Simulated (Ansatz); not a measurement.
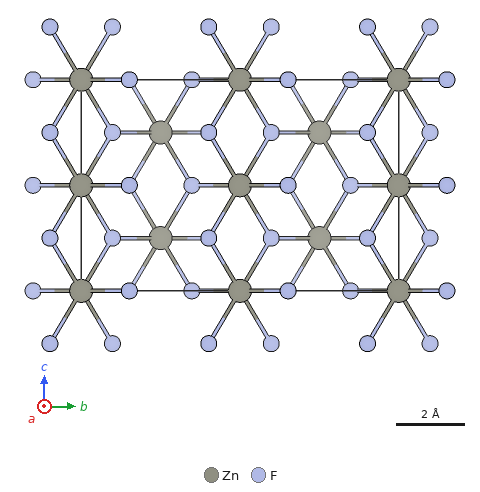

Starting frame of a dynamics run of a 24-atom cell of ZnF2 (built on the measured structure type). The picture is a ball-and-stick view of the simulation cell, seen along the a axis. Bonds to atoms that aren't drawn are left out.

All numbers below come from DFT, r2SCAN, plane waves, PAW in Ansatz.

The input:
```yaml
crystal:
  lattice:
    - [4.7033622534, 0.0, 0.0]
    - [0.0, 9.4067245069, 0.0]
    - [0.0, 0.0, 6.2535764996]
  atoms:
    - { symbol: Zn, position: [0.0, 0.0, 0.0] }
    - { symbol: Zn, position: [0.5, 0.25, 0.25] }
    - { symbol: F, position: [0.3031905517, 0.1515952758, 0.0] }
    - { symbol: F, position: [0.1968094483, 0.4015952758, 0.25] }
    - { symbol: F, position: [0.6968094483, 0.3484047242, 0.0] }
    - { symbol: F, position: [0.8031905517, 0.0984047242, 0.25] }
    - { symbol: Zn, position: [0.0, 0.0, 0.5] }
    - { symbol: Zn, position: [0.5, 0.25, 0.75] }
    - { symbol: F, position: [0.3031905517, 0.1515952758, 0.5] }
    - { symbol: F, position: [0.1968094483, 0.4015952758, 0.75] }
    - { symbol: F, position: [0.6968094483, 0.3484047242, 0.5] }
    - { symbol: F, position: [0.8031905517, 0.0984047242, 0.75] }
    - { symbol: Zn, position: [0.0, 0.5, 0.0] }
    - { symbol: Zn, position: [0.5, 0.75, 0.25] }
    - { symbol: F, position: [0.3031905517, 0.6515952758, 0.0] }
    - { symbol: F, position: [0.1968094483, 0.9015952758, 0.25] }
    - { symbol: F, position: [0.6968094483, 0.8484047242, 0.0] }
    - { symbol: F, position: [0.8031905517, 0.5984047242, 0.25] }
    - { symbol: Zn, position: [0.0, 0.5, 0.5] }
    - { symbol: Zn, position: [0.5, 0.75, 0.75] }
    - { symbol: F, position: [0.3031905517, 0.6515952758, 0.5] }
    - { symbol: F, position: [0.1968094483, 0.9015952758, 0.75] }
    - { symbol: F, position: [0.6968094483, 0.8484047242, 0.5] }
    - { symbol: F, position: [0.8031905517, 0.5984047242, 0.75] }
kpoints:
  mp_grid: { grid: [4, 2, 2] }
hamiltonian:
  xc: r2scan
scf:
  occupations: { method: fermi_dirac, width: 0.086 }
md:
  ensemble: nve
  temperature: 1000
  timestep: 2.0
  n_steps: 30
  initial_velocities: maxwell_boltzmann
  seed: 4867
```

Run as
```bash
ansatz run input.yaml --threads 4 --pin off --max-ram 5529MiB --backend cpu --events-out ev --progress --plain --runs-dir out
```

Question: What does the trajectory do?

Answer: Over the second half the temperature averages 419 K (spread ±77 K). The first frame carries almost no forces, so kinetic energy first flows into potential energy: the temperature drops from 1000 to 385 K within 20 fs, and without a thermostat its mean stays below the start. The potential energy is still drifting at the end, so the run hasn't reached equilibrium. The potential energy in the second half lies on average 72.2 meV per atom above the first frame. In the second half of the run the atoms are, in the root-mean-square, this far from where they began (common drift taken out): Zn 0.21 Å, F 0.18 Å. The run lasts only 60 fs, too short to tell vibration from diffusion.

Along the run (each row but the first and the last is the mean over the interval that it begins):

```tsv
time (fs)	potential energy (meV/atom)	T (K)
0.0	0.0	1000
10.0	58.0	534
20.0	71.7	424
30.0	59.8	518
40.0	74.3	402
50.0	82.1	340
60.0	74.7	398
```

The paths of the atoms, magnified 2 times:

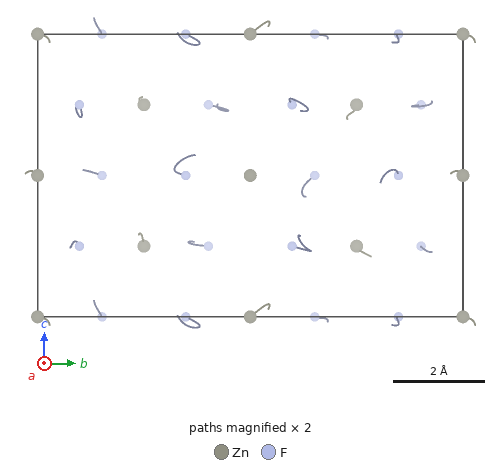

Cost: 3.1 min on 4 threads of Intel(R) Xeon(R) Gold 6455B (Sapphire Rapids), on a shared host, peak memory 1.8 GiB.
